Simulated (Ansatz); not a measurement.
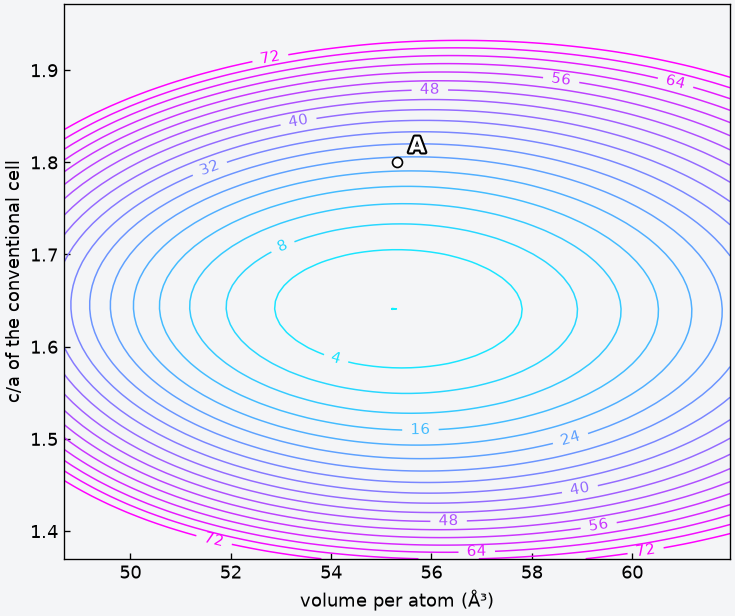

Sr (P6_3/mmc, No. 194; 2 atoms in the cell). 
- The energy is mapped over volume and the cell's shape.
- Coordinates scanned: (1) volume per atom; (2) c/a of the conventional cell.
- Nothing is relaxed (symmetry fixes all fractional coordinates).
- The grid has 5 × 5 points.
- Points are written as (first, second).
- Energies: meV/atom, counted from the lowest grid point.
- Theory: Ansatz, DFT PBE, scalar-relativistic, plane waves, PAW. Settings: cutoff 420 eV, k-mesh 15×15×8 in the order of the run's cell vectors, gaussian smearing 0.15 eV, no spin polarisation.

Drawn: contour lines labelled in meV/atom (none above 72), the point A. Between grid points the surface is interpolated.

### Is A at rest? If not, where is it pushed?

A, at (55.31 Å³, 1.800), is not a stationary point. The computed force is 0.38 meV/atom for each Å³ towards larger values of volume per atom and 280 meV/atom for each unit towards smaller values of c/a of the conventional cell.
